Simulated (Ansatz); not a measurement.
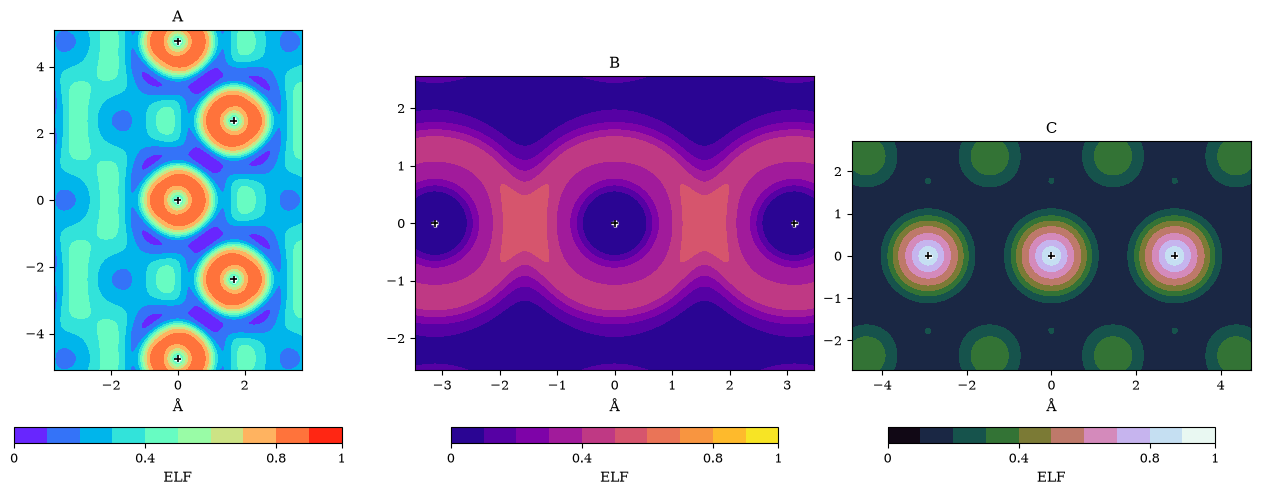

The ELF of 3 systems, each on a plane through atoms (crosses mark nuclei in the plane).

All numbers below come from Ansatz, DFT, r2SCAN, plane waves (500 eV) with PAW, scalar-relativistic.

System 1: Y, the (110) plane of the conventional cell. Space group Fd-3m; set up as Y, diamond; a generated structure, not necessarily the stable one; changed on purpose from its base cell (volume × 0.92).

```cif
data_structure
_symmetry_space_group_name_H-M 'P 1'
_symmetry_Int_Tables_number 1
_cell_length_a 6.7192
_cell_length_b 6.7192
_cell_length_c 6.7192
_cell_angle_alpha 90.000
_cell_angle_beta 90.000
_cell_angle_gamma 90.000
_cell_volume 303.36
loop_
_atom_site_label
_atom_site_type_symbol
_atom_site_fract_x
_atom_site_fract_y
_atom_site_fract_z
_atom_site_occupancy
Y1 Y 0.75000 0.25000 0.25000 1
Y2 Y 0.25000 0.75000 0.25000 1
Y3 Y 0.25000 0.25000 0.75000 1
Y4 Y 0.75000 0.75000 0.75000 1
Y5 Y 0.50000 0.00000 0.00000 1
Y6 Y 0.00000 0.50000 0.00000 1
Y7 Y 0.00000 0.00000 0.50000 1
Y8 Y 0.50000 0.50000 0.50000 1
```

System 2: Ag, the (100) plane of the conventional cell. Space group P6₃/mmc; set up as Ag, hcp; a generated structure, not necessarily the stable one.

```cif
data_structure
_symmetry_space_group_name_H-M 'P 1'
_symmetry_Int_Tables_number 1
_cell_length_a 2.9152
_cell_length_b 2.9152
_cell_length_c 4.7146
_cell_angle_alpha 90.000
_cell_angle_beta 90.000
_cell_angle_gamma 120.000
_cell_volume 34.70
loop_
_atom_site_label
_atom_site_type_symbol
_atom_site_fract_x
_atom_site_fract_y
_atom_site_fract_z
_atom_site_occupancy
Ag1 Ag 0.33333 0.66667 0.25000 1
Ag2 Ag 0.66667 0.33333 0.75000 1
```

System 3: Sb, the (101) plane of the conventional cell. Space group Pm-3m; set up as Sb, simple cubic; a generated structure, not necessarily the stable one; changed on purpose from its base cell (volume × 1.04); computed without spin polarisation.

Match each panel to its system.

Panel A is system 1, Y: the plane holds Y. Y–Y (2.91 Å): the ELF is about 0.05 at the midpoint; no localised pair shows between them. Panel B is system 3, Sb: the plane holds Sb. Sb–Sb (3.12 Å): the ELF is about 0.60 at the midpoint. Panel C is system 2, Ag: the plane holds Ag. Ag–Ag (2.92 Å): the ELF is about 0.15 at the midpoint; no localised pair shows between them.
